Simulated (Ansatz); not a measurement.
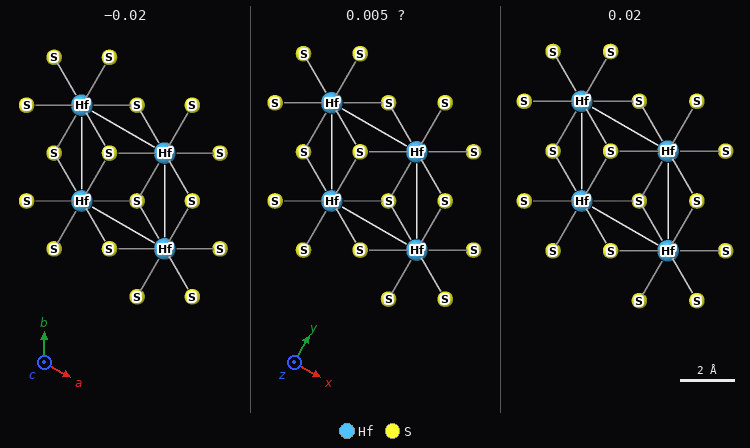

Solid HfS2 (P-3m1): the cell is strained equally along x and y, with the atoms kept at their fractional coordinates. x, y and z are the Cartesian axes of the input. A ball-and-stick model of the cell of the calculation, seen along the c axis.

These are results of DFT LDA, scalar-relativistic, plane waves, PAW in Ansatz 0.2.0, not measurements. Set-up: plane-wave cutoff 420 eV; k-point mesh 9 × 9 × 6; occupations gaussian; smearing width 0.05 eV; no spin polarisation. Energies (free energies at the smearing named) are counted from the cell as listed in its source, which wasn't relaxed.

```
strain  ΔE (meV/atom)
−0.020          −12.8
−0.015          −12.2
−0.010           −9.8
−0.005           −5.7
 0.000            0.0
 0.005              ?
 0.010           16.2
 0.015           26.5
 0.020           38.3
```

### Fill in the missing row.

A straight line between the two neighbours gives 8.1 meV/atom. A cubic through the four nearest rows (−0.005, 0.000, 0.010, 0.015) gives, with Lagrange weights, (−0.1667)(−5.7) + (0.6667)(0.0) + (0.6667)(16.2) + (−0.1667)(26.5) = 7.3 meV/atom. The calculation gives 7.3 meV/atom, so the cubic is right to the digits shown and the straight line 0.8 meV/atom too high, as the curve bends upwards here.

The whole profile:

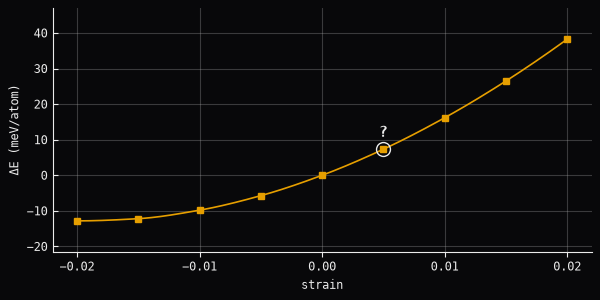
